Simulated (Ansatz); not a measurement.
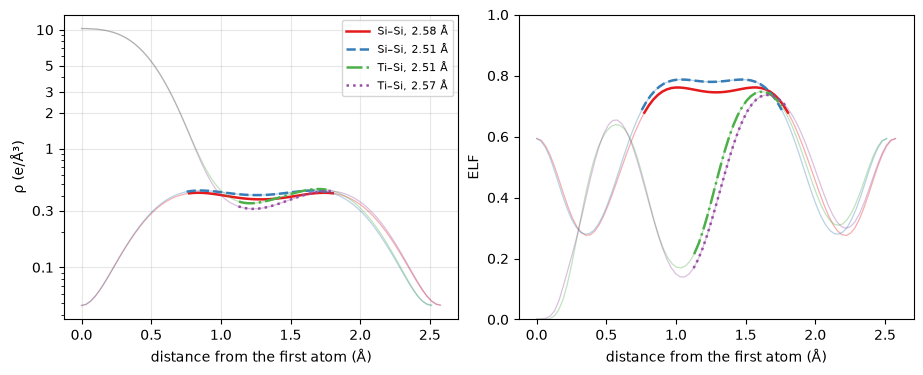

Figure. TiSi2. Valence charge density (pseudo) and electron localisation function along straight lines between neighbouring atoms. Thin, pale parts lie inside the atomic spheres.

Space group P-1; changed on purpose from its base cell (equal xy, yz and zx shear strains of +2 %, PAW files); computed pressure about 3 GPa in this cell; computed without spin polarisation.

Computed with DFT, PBE, PAW with Ansatz's default frozen-core files, scalar-relativistic in Ansatz.

In a PAW calculation such maps are meaningful between the atoms, not at the nuclei.

Compare the contacts.

Si–Si (2.58 Å): ρ is about 0.37 e/Å³ halfway; the ELF peaks at about 0.75 between the atoms.
Si–Si (2.51 Å): the density is about 0.41 e/Å³ at the midpoint; the ELF peaks at about 0.80 between the atoms.
Ti–Si (2.51 Å): ρ is about 0.35 e/Å³ halfway; the ELF peaks at about 0.75 in the valence shell of Si, 0.9 Å from its nucleus, and is about 0.40 at the midpoint.
Ti–Si (2.57 Å): the density is about 0.31 e/Å³ at the midpoint; the ELF peaks at about 0.75 in the valence shell of Si, 0.9 Å from its nucleus, and is about 0.35 at the midpoint.
